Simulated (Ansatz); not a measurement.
**MnSi6: density, localisation and related maps**

The calculation's input:

```
crystal:
  lattice:
    - [6.0137447744, 0.0, 0.0]
    - [0.0, 6.0137447744, 0.0]
    - [0.0, 0.0, 6.0137447744]
  atoms:
    - { symbol: Mn, position: [0.0, 0.0, 0.0], spin: 5.5 }
    - { symbol: Si, position: [0.2102677242, 0.5, 0.5] }
    - { symbol: Si, position: [0.5, 0.2102677242, 0.5] }
    - { symbol: Si, position: [0.7897322758, 0.5, 0.5] }
    - { symbol: Si, position: [0.5, 0.7897322758, 0.5] }
    - { symbol: Si, position: [0.5, 0.5, 0.2102677242] }
    - { symbol: Si, position: [0.5, 0.5, 0.7897322758] }
basis:
  ecutwfc: 420
kpoints:
  mp_grid: { grid: [6, 6, 6] }
  band_path:
    path:
      - [[0.0, 0.0, 0.0], [0.0, 0.5, 0.0], [0.5, 0.5, 0.0], [0.0, 0.0, 0.0], [0.5, 0.5, 0.5], [0.0, 0.5, 0.0]]
      - [[0.5, 0.5, 0.5], [0.5, 0.5, 0.0]]
    npoints: 14
hamiltonian:
  xc: pbe
scf:
  occupations: { method: gaussian, width: 0.1 }
  n_extra_bands: 17
output:
  forces: true
  stress: true
  eigenvalues: true
  populations: true
  dos: { projected: true, de: 0.02, nscf_kmesh: { grid: [8, 8, 8] } }
  bader: true
  write_density: true
  write_potential: true
  elf: true
  volumetric_format: npy
magnetization:
  spin_polarized: true
checkpoint:
  read: start.run
  write: ck
  compress: false
  write_wavefunctions: false
  write_every: 100000
```

Launched as:

```sh
ansatz run input.yaml --threads 1 --pin off --max-ram 2560MiB --backend cpu --events-out ev --progress --plain --runs-dir out
```

Below, planes, directions and counts refer to the conventional cell (a = 6.01 Å, b = 6.01 Å, c = 6.01 Å, α = 90.00°, β = 90.00°, γ = 90.00°).

Space group Pm-3m; a structure generated by program, which may or may not match a known phase; spin-polarised.

Theory: DFT PBE, scalar-relativistic, plane waves, PAW in Ansatz.

Core electrons are frozen (PAW), and the valence fields are smoothed inside the atomic spheres.

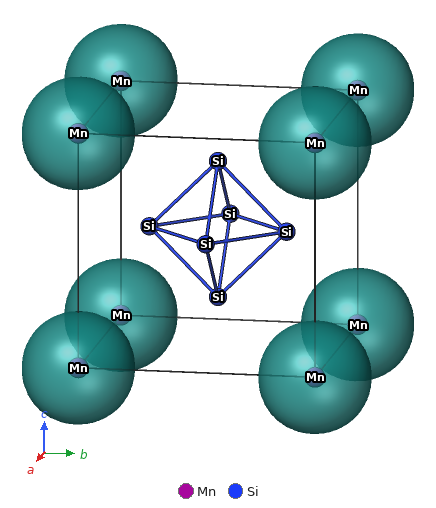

Figure 1. Isosurface of the magnetisation density (up minus down) at +0.03 e/Å³ (teal), seen slightly off an axis. Sticks mark near contacts.

### Describe the spin distribution.

The spin density sits on Mn: +5.0 μB in one cell of 7 atoms: parallel main moments, as they must be, since the calculation's own cell holds one magnetic site. The cell of the calculation (7 atoms) carries 4.5 μB of net spin moment.

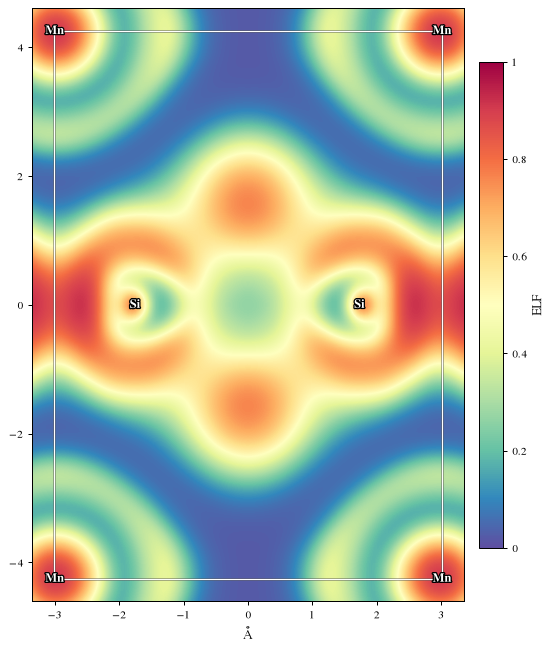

Figure 2. ELF on the (011) plane of the conventional cell.

### Read the bonding off the picture.

- The section cuts through Mn and Si sites.
- Mn–Si (4.44 Å): the ELF is about 0.05 at the midpoint: no localised pair shows between them.
- The features right at Mn lie inside the PAW spheres, where the map follows smoothed inner orbitals and isn't to be read closely.

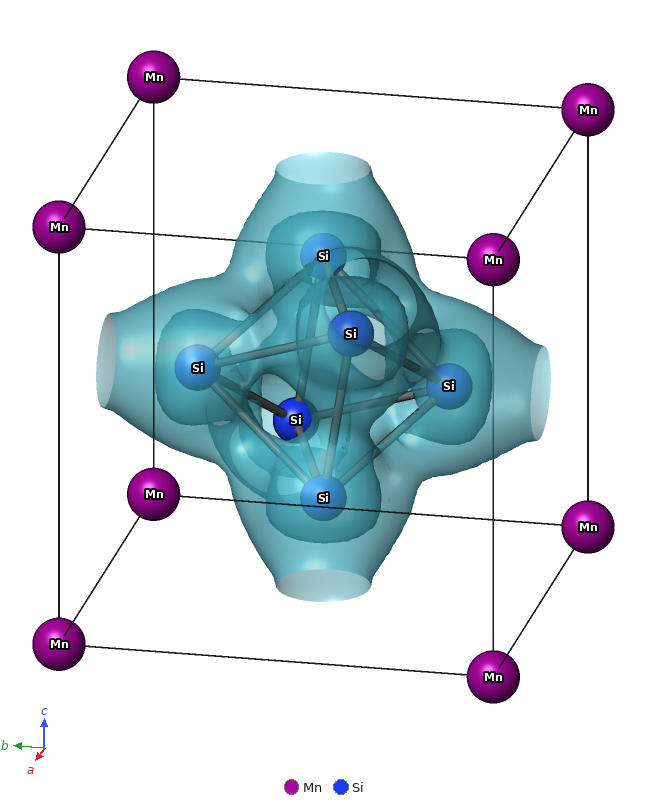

Figure 3. Isosurface of the ELF at 0.7 (cyan), seen at an oblique angle. Only the valence region is drawn (cores and ρ < 0.01 e/Å³ removed). Sticks mark near contacts.

### What do the ELF domains correspond to?

The surface consists of one network that runs through the whole crystal, counted in one cell of 7 atoms. Regions shared between cells count once.


Si–Si (2.46 Å): the ELF peaks at about 0.70 between the atoms.

### Does the calculation make it a metal, or give it a gap?

It is gapless in this calculation (a metal or semimetal).

### What Bader charges does the calculation give?

Electrons move from Mn towards Si. Bader charges: Mn +0.15 and Si −0.02 e.
